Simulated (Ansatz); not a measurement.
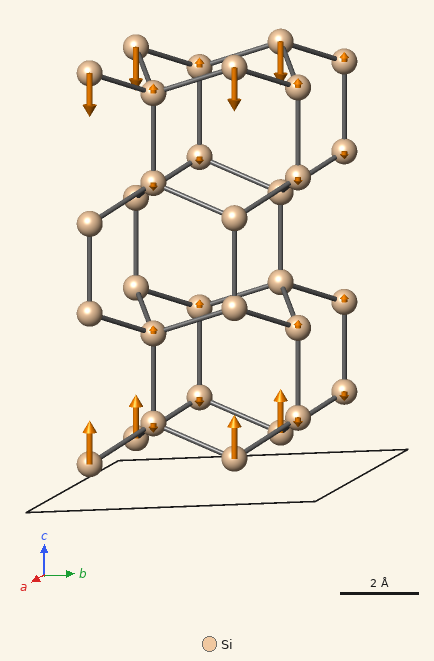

This is a relaxation of a slab of composition Si (cut from the P6_3/mmc phase). The starting structure is drawn; orange arrows show the displacements, magnified 10 times.

The picture is a ball-and-stick view of the 2 × 2 repeat of the cell, outlined in the plane, without the vacuum, seen slightly off an axis.

Case: (0 0 1) slab, atoms relaxed. The slab is the (0 0 1) face of Si.

The calculation used Ansatz, DFT r2SCAN, scalar-relativistic, plane waves, PAW.

The input:
```yaml
crystal:
  lattice:
    - [3.8319083588, 0.0, 0.0]
    - [-1.9159541794, 3.3185299837, 0.0]
    - [0.0, 0.0, 25.312951834]
  atoms:
    - { symbol: Si, position: [0.6666666667, 0.3333333333, 0.2962910074] }
    - { symbol: Si, position: [0.3333333333, 0.6666666667, 0.3279041508] }
    - { symbol: Si, position: [0.3333333333, 0.6666666667, 0.421559288] }
    - { symbol: Si, position: [0.6666666667, 0.3333333333, 0.4531724314] }
    - { symbol: Si, position: [0.6666666667, 0.3333333333, 0.5468275686] }
    - { symbol: Si, position: [0.3333333333, 0.6666666667, 0.578440712] }
    - { symbol: Si, position: [0.3333333333, 0.6666666667, 0.6720958492] }
    - { symbol: Si, position: [0.6666666667, 0.3333333333, 0.7037089926] }
basis:
  ecutwfc: 500
kpoints:
  mp_grid: { grid: [9, 9, 1] }
hamiltonian:
  xc: r2scan
scf:
  occupations: { method: gaussian, width: 0.05 }
output:
  forces: true
  eigenvalues: true
relax:
  adjacent_minimum: "off"
  f_tol: 0.02
  max_steps: 60
efield:
  axis: 3
  dipole_correction: true
  ramp_width: 0.04
```

Command:
```bash
ansatz run input.yaml --threads 1 --pin off --max-ram 2560MiB --backend cpu --events-out ev --progress --plain --runs-dir out
```

**Describe the change and its energy.**

The largest moves relative to the layer's centre, 0.12 Å, are those of Si1 and Si8. Si8 goes along the normal (−c). The cell stays as it was. Near-neighbour distances that change, for instance: Si2–Si3 2.371 → 2.417 Å, Si1–Si2 2.353 → 2.309 Å, Si3–Si4 2.353 → 2.346 Å, Si4–Si5 2.371 → 2.366 Å. Bond angles that change, for instance: Si6–Si7–Si8 109.9° → 106.6°, Si8–Si7–Si8 109.1° → 112.2°. After 3 geometry steps the energy has fallen by 98.2 meV per cell of the calculation. The largest force component goes from 0.84 to 0.017 eV/Å. The run took 3.1 min on 1 thread of Intel(R) Xeon(R) Processor @ 2.50GHz (Skylake/Cascade Lake) (shared host), peak memory 1.1 GiB.
